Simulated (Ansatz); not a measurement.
# MgO: 9 runs along one coordinate

System: MgO (P6₃/mmc, 4 atoms in the cell).
Method: DFT PBEsol, scalar-relativistic, plane waves, PAW, no spin polarisation (Ansatz 0.2.0).

The 9 runs differ only in the geometry, by a strain of the cell at fixed fractional positions. Against run 5, the strain is εzz = η. The structure derives from a Materials Project entry.

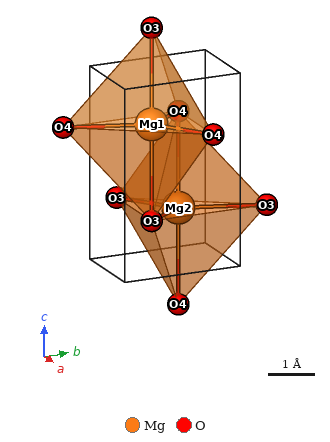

Figure 1. The structure of run 5 (polyhedral view of the cell of the calculation, seen slightly off an axis; polyhedra are completed across the faces of the cell; atoms are numbered from 1 in the order of the input).

**Input of run 5**
```yaml
crystal:
  lattice:
    - [3.4863778627, 0.0, 0.0]
    - [-1.7431889314, 3.0192917963, 0.0]
    - [0.0, 0.0, 4.3347177658]
  atoms:
    - { symbol: Mg, position: [0.6666666667, 0.3333333333, 0.75] }
    - { symbol: Mg, position: [0.3333333333, 0.6666666667, 0.25] }
    - { symbol: O, position: [0.6666666667, 0.3333333333, 0.25] }
    - { symbol: O, position: [0.3333333333, 0.6666666667, 0.75] }
basis:
  ecutwfc: 420
kpoints:
  mp_grid: { grid: [9, 9, 6] }
hamiltonian:
  xc: pbesol
scf:
  occupations: { method: gaussian, width: 0.05 }
output:
  forces: true
  stress: true
  eigenvalues: true
```

Lattice vectors (Å) and fractional positions of run 5:
```
   3.486378    0.000000    0.000000
  -1.743189    3.019292    0.000000
   0.000000    0.000000    4.334718
Mg  0.666667  0.333333  0.750000
Mg  0.333333  0.666667  0.250000
O   0.666667  0.333333  0.250000
O   0.333333  0.666667  0.750000
```

Run 4 differs from it as follows:
```diff
-    - [0.0, 0.0, 4.3347177658]
+    - [0.0, 0.0, 4.0213646742]
```

**Results, with one run withheld**

```csv
run,strain parameter η (%),"free energy per atom, from the lowest run given (meV)",pressure (GPa),gap on the mesh (eV)
1,−18.0723,409.80,46.63,3.98
2,−14.4578,193.74,28.95,3.90
3,−10.8434,71.07,16.39,3.75
4,−7.2289,?,?,?
5,0.0000,0.00,−3.40,3.09
6,3.6145,24.40,−6.58,2.86
7,7.2289,58.49,−8.81,2.66
8,9.0313,77.61,−9.65,2.56
9,10.8434,97.69,−10.36,2.47
```

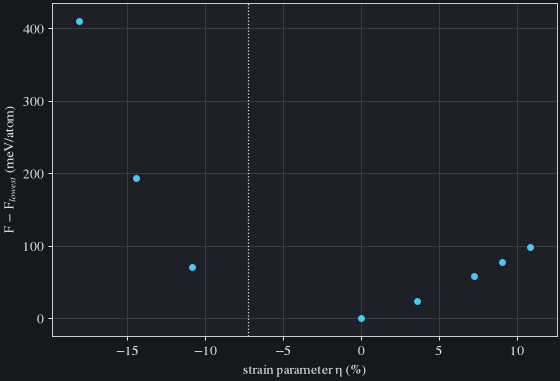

Figure 2. Free energy per atom of the runs given; the dotted line marks run 4.

What should run 4 give?

A cubic polynomial in the coordinate, fitted to the 8 runs given, misses them by at most 6.33 meV per atom. With x = η + 1.5819, it reads F = −15.263 + 4.2224 x + 0.98156 x² − 0.050066 x³ (meV per atom). At run 4 it gives 1.21 meV per atom, and the run itself gives 10.97. The fit has its minimum at η = −3.4622 %. So low a polynomial doesn't follow these energies more closely. The gap on the mesh goes, without turning, from 3.98 eV in run 1 to 2.47 eV in run 9; run 4 has 3.54 eV. These are gaps of this functional on this mesh, which can miss the band edges; they aren't the measured gap.

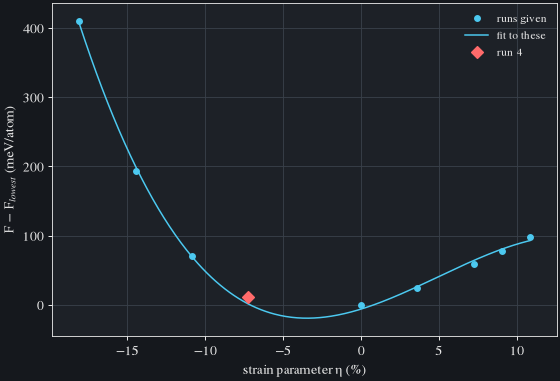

Figure 3. The fit and the withheld run.

**Output, shortened to warnings, some set-up lines, iterations and results (run 4)**
```
Basis set: ecut = 420 eV, 811 PW (Γ), exchange–correlation on 48×48×54 points (8 copies of the dense FFT grid, shifted against one another)
Symmetry: 24 space group operations
k-points: 48 of 486
Initial density: superposition of atomic densities (neutral atoms: chi_scale 0, normalization atom), corrected by the library's trained network
[...]
SCF iter   1: F=—  HF=-4951.426330 eV  |F-HF|=—  |Δ(HF+E_count)|=         —  Δρ=1.43e-2  dr2=7.01e-2  ethr=1.77e-3  ⟨swp⟩=5.6  Hψ=4471  notcnv=0
SCF iter   2: F=—  HF=-4951.405878 eV  |F-HF|=—  |Δ(HF+E_count)|=   2.05e-2  Δρ=2.34e-3  dr2=7.39e-4  ethr=2.19e-4  ⟨swp⟩=2.0  Hψ=1777  notcnv=0
SCF iter   3: F=—  HF=-4951.405734 eV  |F-HF|=—  |Δ(HF+E_count)|=   1.44e-4  Δρ=9.65e-4  dr2=2.18e-4  ethr=2.31e-6  ⟨swp⟩=2.9  Hψ=1706  notcnv=0
SCF iter   4: F=—  HF=-4951.405765 eV  |F-HF|=—  |Δ(HF+E_count)|=   3.13e-5  Δρ=2.94e-4  dr2=2.46e-5  ethr=6.82e-7  ⟨swp⟩=1.5  Hψ=1171  notcnv=0
SCF iter   5: F=—  HF=-4951.405904 eV  |F-HF|=—  |Δ(HF+E_count)|=   1.39e-4  Δρ=3.74e-5  dr2=6.43e-7  ethr=7.69e-8  ⟨swp⟩=2.5  Hψ=1741  notcnv=0
SCF iter   6: F=-4951.405905 eV  HF=-4951.405905 eV  |F-HF|=8.64e-9  |Δ(HF+E_count)|=   4.89e-7  Δρ=4.63e-6  dr2=1.41e-8  ethr=3.13e-10  ⟨swp⟩=5.2  Hψ=3877  notcnv=0
SCF 1 converged in 6 iterations: F = -4951.405905 eV  dr2 = 1.41e-8
SCF converged after 6 iterations
Free energy (F): -4951.405905 eV
Harris-Foulkes:  -4951.405905 eV  (|F-HF|=8.64e-9)
Internal energy: -4951.405905 eV  (E = F + TS)
E sigma→0 (E₀):  -4951.405905 eV
Fermi energy:    8.209286 eV
--- Per-component energies (eV) ---
  E_band       = -630.921661
  E_kinetic    = 511.311517
  E_local      = -3617.360078  (includes V_loc(G=0)·N_el)
  E_nonlocal   = 287.970947
  E_hartree    = 1288.168978
  E_xc         = -207.843355
  E_vxc        = -267.785761  (∫ρ·V_xc dr)
  E_paw        = -865.810412  (= ΣΔE_a)
  E_vpaw       = -121.405578  (= ΣTr[D̂ρ^β])
  E_aug_tail   = 0.005000  (compensation charges beyond the density's cutoff)
  E_ewald      = -2348.036800
  E_core_change = 0.188300  (= ΣΔE_core)
  E_smearing   = -0.000000  (= −TS)
  E_closure    = -0.000000  (closes the sum)
  Σ components = -4951.405905   (vs F -4951.405905, Δ=0.00e0)
--- Forces (eV/Å), atoms counted from 1 ---
  atom   1  Mg    -0.00000000     0.00000000     0.00000000
  atom   2  Mg     0.00000000    -0.00000000     0.00000000
  atom   3  O     -0.00000000     0.00000000     0.00000000
  atom   4  O      0.00000000    -0.00000000     0.00000000
  max |Σ_I F_I| component: 3.70e-17 eV/Å
--- Stress (GPa, compression-positive) ---
        4.077009      -0.000000       0.000000
        0.000000       4.077009       0.000000
        0.000000       0.000000      14.189220
  P = ⅓ Tr σ = 7.4477 GPa (74.477 kbar)
```
